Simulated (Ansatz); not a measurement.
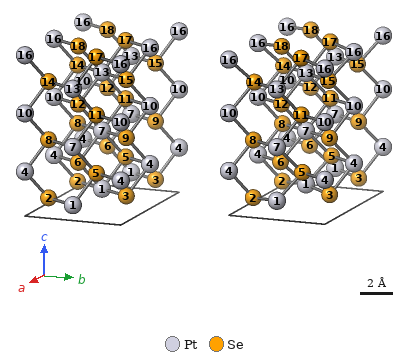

Two geometries of a slab of composition PtSe2 (cut from the P-3m1 phase), drawn at one scale. One is the start of a relaxation, the other its converged end. The picture is a ball-and-stick view of the 2 × 1 repeat of the cell, outlined in the plane, without the vacuum, seen slightly off an axis.

Theory: Ansatz, DFT PBEsol, scalar-relativistic, plane waves, PAW. (plane-wave cutoff 420 eV; k-point mesh 7 × 6 × 1; occupations gaussian; smearing width 0.1 eV; no spin polarisation; dipole correction; atoms relaxed in a fixed cell; force threshold 0.02 eV/Å; at most 60 steps)

Which one is relaxed?

Answer. The right one is the relaxed one. Case: (1 1 0) slab, atoms relaxed. The slab is the (1 1 0) face of PtSe2. The largest moves relative to the layer's centre, 0.28 Å, are those of Pt1 and Pt16. Pt16 goes along the normal (−c). By element the largest moves are Pt 0.28 Å, Se 0.15 Å. The lattice vectors keep their values. Some distances before and after: Pt16–Se17 2.514 → 2.394 Å, Pt1–Se5 2.514 → 2.441 Å, Pt7–Se11 2.514 → 2.567 Å, Pt10–Se14 2.514 → 2.555 Å. Bond angles that change, for instance: Se5–Pt1–Se6 83.2° → 95.0°, Se2–Pt1–Se3 180.0° → 168.9°, Pt10–Se14–Pt16 96.8° → 87.8°. The energy falls by 0.769 eV per cell of the calculation in 4 geometry steps. Largest force component: 1.5 eV/Å at the start, 0.0067 eV/Å at the end.
